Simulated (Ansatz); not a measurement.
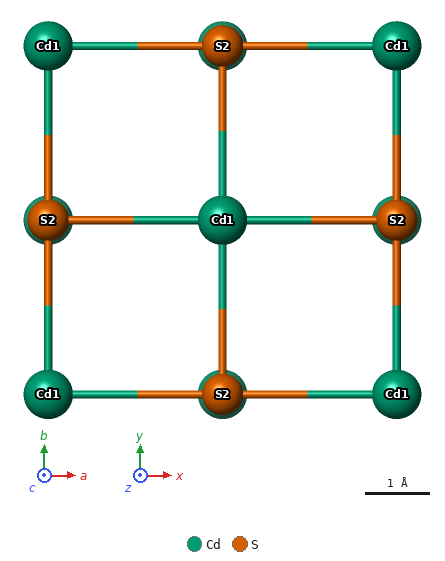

Energy scan for a crystal of CdS (Fm-3m), in which the cell is strained equally along x and y and separately along z, with the atoms kept at their fractional coordinates. x, y and z are the Cartesian axes of the input. The picture shows the reference cell. Style: ball-and-stick. Shown: the conventional cell (4 times the calculation's cell), along the c axis. Lengths and directions refer to the drawn axes.

These are results of DFT PBE, scalar-relativistic, plane waves, PAW (Ansatz 0.2.0), not measurements. Settings: plane-wave cutoff 420 eV; k-point mesh 10 × 10 × 10; occupations gaussian; smearing width 0.03 eV; no spin polarisation. Energies (free energies at the smearing named) are counted from the cell as listed in its source, which wasn't relaxed.

```
Cd S
1.0
     0.00000    2.75324    2.75324
     2.75324    0.00000    2.75324
     2.75324    2.75324    0.00000
Cd S
1 1
Direct
  0.00000 0.00000 0.00000
  0.50000 0.50000 0.50000
```

Predict the energy profile on a grid with rows −0.050, −0.025, 0.000, 0.025, 0.050 and columns −0.050, −0.025, 0.000, 0.025, 0.050 (strain along x and y; strain along z).

Answer. Rows: strain along x and y; columns: strain along z; values in meV/atom.

```tsv
	−0.050	−0.025	0.000	0.025	0.050
−0.050	116.0	80.6	59.7	49.8	48.1
−0.025	49.7	23.9	11.8	9.8	15.2
0.000	20.2	3.7	0.0	5.6	18.0
0.025	18.0	10.5	14.8	27.8	46.8
0.050	35.9	36.8	49.0	69.0	94.5
```

In pairs of (strain along x and y; strain along z): the lowest computed point lies at (0.000, 0.000) (0.0 meV/atom), the highest at (−0.050, −0.050) (116.0 meV/atom). The valley is tilted: raising the in-plane strain is made harder by raising the strain along z (cross term 0.48 of the geometric mean of the two curvatures). Over the ranges scanned the energy rises more along the first axis, the in-plane strain. The pressure runs from −7.7 GPa at (0.050, 0.050) to 15.0 GPa at (−0.050, −0.050). The band gap on the mesh, 0.26 eV in the reference, closes at 8 of the 25 computed points.

As a map, interpolated between the computed points (dots):

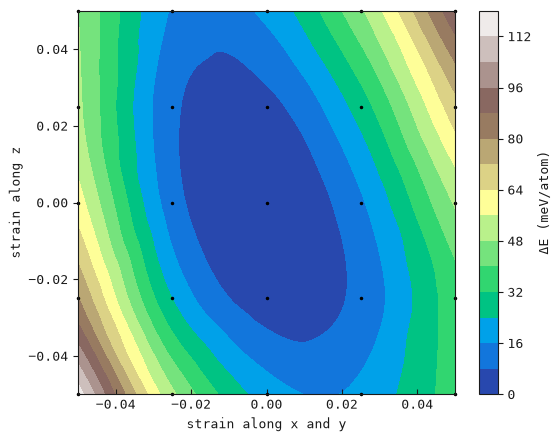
